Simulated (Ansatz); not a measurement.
```xyz
8
Lattice="4.3570 0.0000 0.0000 0.0000 4.3570 0.0000 0.0000 0.0000 4.3570" Properties=species:S:1:pos:R:3 pbc="T T T"
Mn    0.0000    0.0000    0.0000
Mn    2.1785    2.1785    0.0000
Mn    2.1785    0.0000    2.1785
Mn    0.0000    2.1785    2.1785
O     2.1785    0.0000    0.0000
O     0.0000    2.1785    0.0000
O     0.0000    0.0000    2.1785
O     2.1785    2.1785    2.1785
```

Space group Fm-3m; a structure from a database of computed crystals, not necessarily the ambient phase; computed pressure about 21 GPa in this cell; spin-polarised.

Computed with Kohn-Sham DFT of a periodic cell, HF, Ansatz PAW in Ansatz.

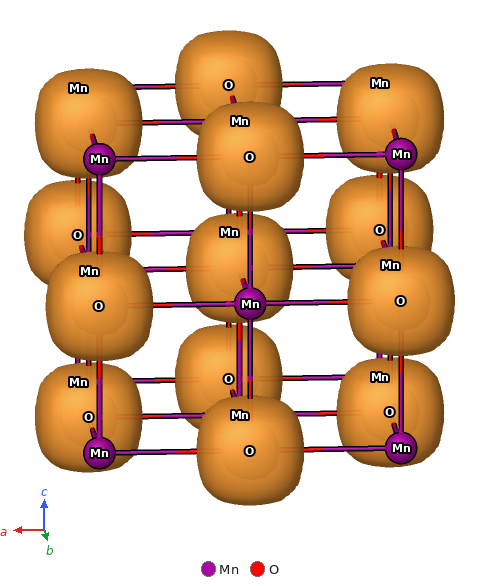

MnO. Isosurface of the electron localisation function at 0.75 (orange), seen at an oblique angle. Only the valence region is drawn (cores and ρ < 0.01 e/Å³ removed). Sticks mark near contacts.

Core electrons are frozen (PAW), and the valence fields are smoothed inside the atomic spheres.

### Where are the electrons localised?

The surface consists of four regions wrapped around O (the valence shell of each), counted in one cell of 8 atoms. Any copies at cell faces, edges or corners count once.

Values along the shortest contacts:
Mn–O (2.18 Å): the ELF peaks at about 0.80 in the valence shell of O, 0.6 Å from its nucleus, and is about 0.10 at the midpoint; no shared electron pair shows on this line.

### Does the calculation give a band gap?

It is gapped, with a Kohn–Sham gap of 11.6 eV on the k-point mesh (the band edges may lie off the mesh, which would make the gap smaller).

### Which magnetic arrangement did the calculation end in?

Parallel moments, as they must be, since the calculation's own cell holds one magnetic site; site moments Mn: +4.4 μB (×4) in one cell of 8 atoms, with smaller moments on O (up to +0.16 μB).
